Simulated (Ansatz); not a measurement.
## Pt: one change and its effect

System: Pt (Fm-3m, 1 atom in the cell).
Method of run 1: Kohn-Sham DFT of a periodic cell, RPBE, Ansatz PAW, no spin polarisation (Ansatz 0.2.0).

The structure derives from an entry of the Crystallography Open Database. Text and figures count atoms from 1; the logs count them from 0 in places.

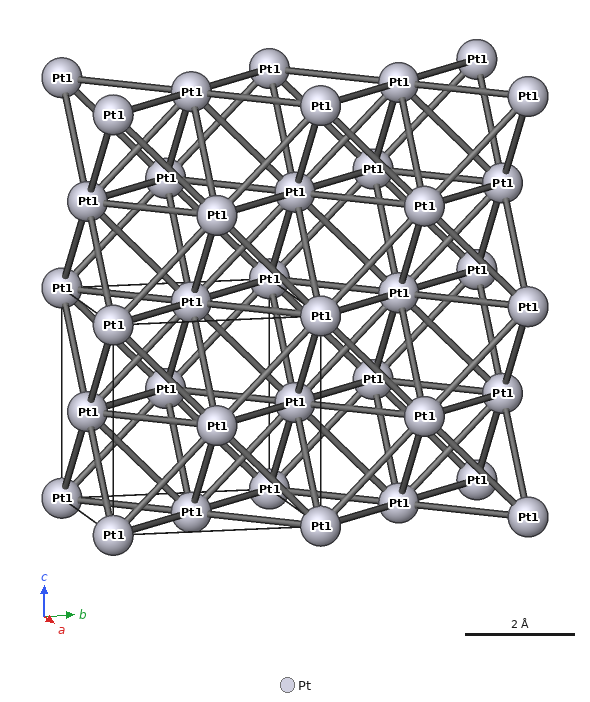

Fig. 1: The input geometry (ball-and-stick view of the cell 4 times as large as that of the calculation, set on its symmetry axes, repeated 1 × 2 × 2, seen slightly off an axis; atoms are numbered from 1 in the order of the input).

## Input file, run 1
```yaml
crystal:
  lattice:
    - [0.0, 1.9609, 1.9609]
    - [1.9609, 0.0, 1.9609]
    - [1.9609, 1.9609, 0.0]
  atoms:
    - { symbol: Pt, position: [0.0, 0.0, 0.0] }
hamiltonian:
  xc: rpbe
  pseudopotentials: { kind: paw }
kpoints:
  mp_grid: { grid: [12, 12, 12] }
scf:
  occupations: { method: fermi_dirac, width: 0.05 }
output:
  forces: true
  stress: true
  eigenvalues: true
relax:
  f_tol: 0.01
  max_steps: 40
  cell: { stress_tol: 0.05 }
```

Launched with:
```bash
ansatz run input.yaml --threads 2 --pin off --max-ram 5632MiB --backend cpu --events-out ev --progress --plain --runs-dir out
```

Hardware: 2 threads of AMD EPYC (Zen 3), 192 GiB of memory available, shared host.

## Output, shortened to warnings, some set-up lines, iterations and results (run 1)
```
Basis set: ecut = 420 eV, 283 PW (Γ), exchange–correlation on 40×40×40 points (8 copies of the dense FFT grid, shifted against one another)
Symmetry: 48 space group operations
k-points: 72 of 1728
Initial density: superposition of atomic densities (neutral atoms: chi_scale 0, normalization atom), corrected by the library's trained network
[...]
SCF iter   1: F=—  HF=-12536.761594 eV  |F-HF|=—  |Δ(HF+E_count)|=         —  Δρ=4.62e-3  dr2=1.69e-3  ethr=1.77e-3  ⟨swp⟩=5.1  Hψ=5137  notcnv=0
SCF iter   2: F=—  HF=-12536.761785 eV  |F-HF|=—  |Δ(HF+E_count)|=   1.91e-4  Δρ=2.23e-3  dr2=2.83e-4  ethr=9.39e-6  ⟨swp⟩=1.7  Hψ=1681  notcnv=0
SCF iter   3: F=—  HF=-12536.761937 eV  |F-HF|=—  |Δ(HF+E_count)|=   1.52e-4  Δρ=3.81e-4  dr2=4.90e-6  ethr=1.57e-6  ⟨swp⟩=2.0  Hψ=1268  notcnv=0
SCF iter   4: F=—  HF=-12536.761945 eV  |F-HF|=—  |Δ(HF+E_count)|=   8.08e-6  Δρ=3.22e-5  dr2=1.25e-7  ethr=2.72e-8  ⟨swp⟩=2.1  Hψ=1322  notcnv=0
SCF iter   5: F=-12536.761945 eV  HF=-12536.761945 eV  |F-HF|=1.14e-9  |Δ(HF+E_count)|=   2.02e-8  Δρ=6.36e-6  dr2=3.66e-9  ethr=6.93e-10  ⟨swp⟩=2.8  Hψ=1555  notcnv=0
[... 39 lines ...]
SCF iter   2: F=—  HF=-12536.798075 eV  |F-HF|=—  |Δ(HF+E_count)|=   5.83e-7  Δρ=3.83e-6  dr2=9.39e-10  ethr=2.63e-11  ⟨swp⟩=2.3  Hψ=1575  notcnv=0
SCF iter   3: F=—  HF=-12536.798075 eV  |F-HF|=—  |Δ(HF+E_count)|=  2.06e-10  Δρ=1.53e-6  dr2=1.69e-10  ethr=5.22e-12  ⟨swp⟩=2.6  Hψ=1304  notcnv=0
SCF iter   4: F=-12536.798075 eV  HF=-12536.798075 eV  |F-HF|=0.00e0  |Δ(HF+E_count)|=  5.46e-12  Δρ=1.52e-7  dr2=9.03e-13  ethr=1.00e-12  ⟨swp⟩=3.1  Hψ=4199  notcnv=0
SCF 7 converged in 4 iterations: F = -12536.798075 eV  dr2 = 9.03e-13
relax step   7: F+E_penalty+E_count = -12536.79807501 eV  Δ(F+E_penalty+E_count) = -7.913e-10 eV  max|allowed force component| = 0.000e0 eV/Å  Δτ_max = 0.0000 Å  P = +0.001 …
basis re-selected at this cell: Δ(F+E_penalty+E_count) = -7.913e-10 eV, ΔP = -0.000 GPa vs the last step (what re-selecting the basis moved, of the pressure what is left beyond the Pulay correction that the steps carried, after the strain that the cell walked since its last selection, with what the …
SCF converged after 4 iterations
Free energy (F): -12536.798075 eV
Harris-Foulkes:  -12536.798075 eV  (|F-HF|=0.00e0)
Internal energy: -12536.781865 eV  (E = F + TS)
E sigma→0 (E₀):  -12536.789970 eV
Entropy (-TS):   -0.016210 eV (-16.210 meV/atom)
Fermi energy:    21.863381 eV
--- Per-component energies (eV) ---
  E_band       = -151.458420
  E_kinetic    = 636.612351
  E_local      = -1533.067079  (includes V_loc(G=0)·N_el)
  E_nonlocal   = 199.224684
  E_hartree    = 567.687208
  E_xc         = -261.623781
  E_vxc        = -302.201892  (∫ρ·V_xc dr)
  E_paw        = -9467.492082  (= ΣΔE_a)
  E_vpaw       = -287.401088  (= ΣTr[D̂ρ^β])
  E_aug_tail   = 0.000207  (compensation charges beyond the density's cutoff)
  E_ewald      = -2678.086051
  E_core_change = -0.037321  (= ΣΔE_core)
  E_smearing   = -0.016210  (= −TS)
  E_closure    = 0.000000  (closes the sum)
  Σ components = -12536.798075   (vs F -12536.798075, Δ=0.00e0)
--- Forces (eV/Å), atoms counted from 1 ---
  atom   1  Pt    -0.00000000     0.00000000    -0.00000000
  max |Σ_I F_I| component: 4.31e-32 eV/Å
--- Stress (GPa, compression-positive) ---
        0.001432      -0.000000      -0.000000
       -0.000000       0.001432      -0.000000
       -0.000000      -0.000000       0.001432
  P = ⅓ Tr σ = 0.0014 GPa (0.014 kbar)
--- Relaxed structure (5 steps of the walk, 4 accepted, 2 SCFs on fresh bases) ---
  F+E_penalty+E_count = -12536.79807501 eV   max|allowed force component| = 0.000e0 eV/Å   (the final SCF, on the basis selected at the relaxed cell)
  cell:  # Å, volume = 15.9238 Å³
    - [-2.931829345226337e-34, 1.9968183848734908, 1.9968183848734908]
    - [1.9968183848734908, -6.498589675031205e-34, 1.9968183848734908]
    - [1.9968183848734908, 1.9968183848734908, -3.5667604230269127e-34]
  atoms:
    - { symbol: Pt, position: [0.0, 0.0, 0.0] }
```

The input of run 2 differs as follows (lines with − go, lines with + come):
```diff
-  xc: rpbe
+  xc: blyp
```

What does this change do to the results?

The total energies belong to different methods, so their difference says nothing on which is more stable or more accurate. The volume per atom goes from 15.92 to 16.64 Å³. The functional changes from RPBE to BLYP. The SCF takes 27 iterations over all geometry steps against 35.

## Output, shortened to warnings, some set-up lines, iterations and results (run 2)
```
Basis set: ecut = 420 eV, 283 PW (Γ), exchange–correlation on 40×40×40 points (8 copies of the dense FFT grid, shifted against one another)
Symmetry: 48 space group operations
k-points: 72 of 1728
Initial density: superposition of atomic densities (neutral atoms: chi_scale 0, normalization atom), corrected by the library's trained network
[...]
SCF iter   1: F=—  HF=-12548.961382 eV  |F-HF|=—  |Δ(HF+E_count)|=         —  Δρ=1.24e-2  dr2=2.37e-2  ethr=1.77e-3  ⟨swp⟩=5.0  Hψ=5222  notcnv=0
SCF iter   2: F=—  HF=-12548.956480 eV  |F-HF|=—  |Δ(HF+E_count)|=   4.90e-3  Δρ=6.08e-3  dr2=5.13e-3  ethr=1.32e-4  ⟨swp⟩=1.8  Hψ=1670  notcnv=0
SCF iter   3: F=—  HF=-12548.955564 eV  |F-HF|=—  |Δ(HF+E_count)|=   9.16e-4  Δρ=9.74e-4  dr2=7.06e-5  ethr=2.85e-5  ⟨swp⟩=2.2  Hψ=1236  notcnv=0
SCF iter   4: F=—  HF=-12548.955605 eV  |F-HF|=—  |Δ(HF+E_count)|=   4.02e-5  Δρ=9.05e-5  dr2=1.06e-6  ethr=3.92e-7  ⟨swp⟩=2.3  Hψ=1291  notcnv=0
SCF iter   5: F=-12548.955604 eV  HF=-12548.955604 eV  |F-HF|=1.20e-9  |Δ(HF+E_count)|=   1.57e-7  Δρ=5.30e-6  dr2=1.03e-9  ethr=5.89e-9  ⟨swp⟩=2.5  Hψ=1464  notcnv=0
[... 27 lines ...]
SCF iter   3: F=—  HF=-12549.067556 eV  |F-HF|=—  |Δ(HF+E_count)|=   5.31e-6  Δρ=1.90e-5  dr2=3.76e-8  ethr=1.15e-9  ⟨swp⟩=2.1  Hψ=1258  notcnv=0
SCF iter   4: F=—  HF=-12549.067556 eV  |F-HF|=—  |Δ(HF+E_count)|=   8.68e-8  Δρ=3.83e-6  dr2=4.36e-10  ethr=2.09e-10  ⟨swp⟩=2.1  Hψ=1348  notcnv=0
SCF iter   5: F=-12549.067556 eV  HF=-12549.067556 eV  |F-HF|=2.36e-11  |Δ(HF+E_count)|=   6.21e-9  Δρ=2.56e-7  dr2=1.92e-12  ethr=1.00e-12  ⟨swp⟩=3.8  Hψ=4190  notcnv=0
SCF 5 converged in 5 iterations: F = -12549.067556 eV  dr2 = 1.92e-12
relax step   5: F+E_penalty+E_count = -12549.06755624 eV  Δ(F+E_penalty+E_count) = -6.034e-4 eV  max|allowed force component| = 0.000e0 eV/Å  Δτ_max = 0.0000 Å  P = -0.001 …
basis re-selected at this cell: Δ(F+E_penalty+E_count) = -6.034e-4 eV, ΔP = +0.005 GPa vs the last step (what re-selecting the basis moved, of the pressure what is left beyond the Pulay correction that the steps carried, after the strain that the cell walked since its last selection, with what the …
SCF converged after 5 iterations
Free energy (F): -12549.067556 eV
Harris-Foulkes:  -12549.067556 eV  (|F-HF|=2.36e-11)
Internal energy: -12549.050810 eV  (E = F + TS)
E sigma→0 (E₀):  -12549.059183 eV
Entropy (-TS):   -0.016746 eV (-16.746 meV/atom)
Fermi energy:    20.997578 eV
--- Per-component energies (eV) ---
  E_band       = -162.845691
  E_kinetic    = 636.771974
  E_local      = -1593.672114  (includes V_loc(G=0)·N_el)
  E_nonlocal   = 198.601238
  E_hartree    = 589.396376
  E_xc         = -257.430586
  E_vxc        = -296.677384  (∫ρ·V_xc dr)
  E_paw        = -9483.805945  (= ΣΔE_a)
  E_vpaw       = -286.662326  (= ΣTr[D̂ρ^β])
  E_aug_tail   = 0.000198  (compensation charges beyond the density's cutoff)
  E_ewald      = -2639.051413
  E_core_change = 0.139463  (= ΣΔE_core)
  E_smearing   = -0.016746  (= −TS)
  E_closure    = 0.000000  (closes the sum)
  Σ components = -12549.067556   (vs F -12549.067556, Δ=0.00e0)
--- Forces (eV/Å), atoms counted from 1 ---
  atom   1  Pt    -0.00000000     0.00000000    -0.00000000
  max |Σ_I F_I| component: 9.45e-32 eV/Å
--- Stress (GPa, compression-positive) ---
       -0.000943      -0.000000      -0.000000
       -0.000000      -0.000943       0.000000
       -0.000000      -0.000000      -0.000943
  P = ⅓ Tr σ = -0.0009 GPa (-0.009 kbar)
--- Relaxed structure (4 steps of the walk, 4 accepted, 1 SCFs on fresh bases) ---
  F+E_penalty+E_count = -12549.06755624 eV   max|allowed force component| = 0.000e0 eV/Å   (the final SCF, on the basis selected at the relaxed cell)
  cell:  # Å, volume = 16.6409 Å³
    - [-4.20368197157985e-34, 2.0263536499415045, 2.0263536499415045]
    - [2.0263536499415045, -4.394758333931458e-34, 2.0263536499415045]
    - [2.0263536499415045, 2.0263536499415045, -1.7196880611022617e-34]
  atoms:
    - { symbol: Pt, position: [0.0, 0.0, 0.0] }
```

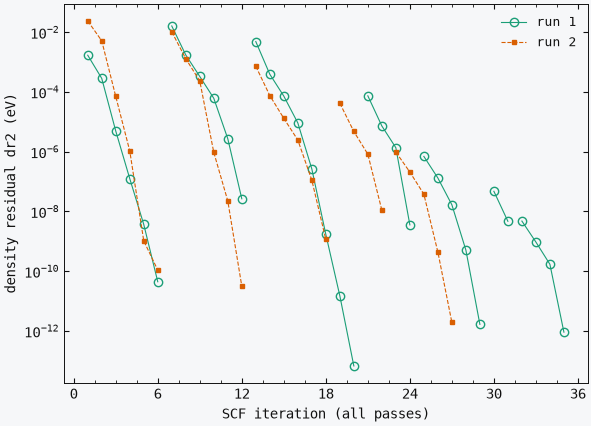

Fig. 2: Convergence of the two runs: density residual dr2 against the SCF iteration. A break in a curve parts two SCF passes. Run 1 takes 35 iterations in all, and run 2 takes 27.

## The two runs side by side

| quantity | run 1 | run 2 |
| --- | --- | --- |
| outcome | converged | converged |
| free energy per atom (eV) | −12536.7981 | −12549.0676 |
| energy per atom, smearing taken to zero (eV) | −12536.7900 | −12549.0592 |
| gap on the mesh (eV) | 0.00 | 0.00 |
| pressure (GPa) | 0.00 | 0.00 |
| volume per atom (Å³) | 15.92 | 16.64 |
| largest force (eV/Å) | 0.000 | 0.000 |
| SCF iterations | 35 | 27 |
| irreducible k-points | 72 | 72 |
| wall time (shared host) | 6.3 s | 4.9 s |

For both runs: Points of doubt noted for this run: forces on files of another functional. Spin–orbit coupling is left out, which matters for Pt.
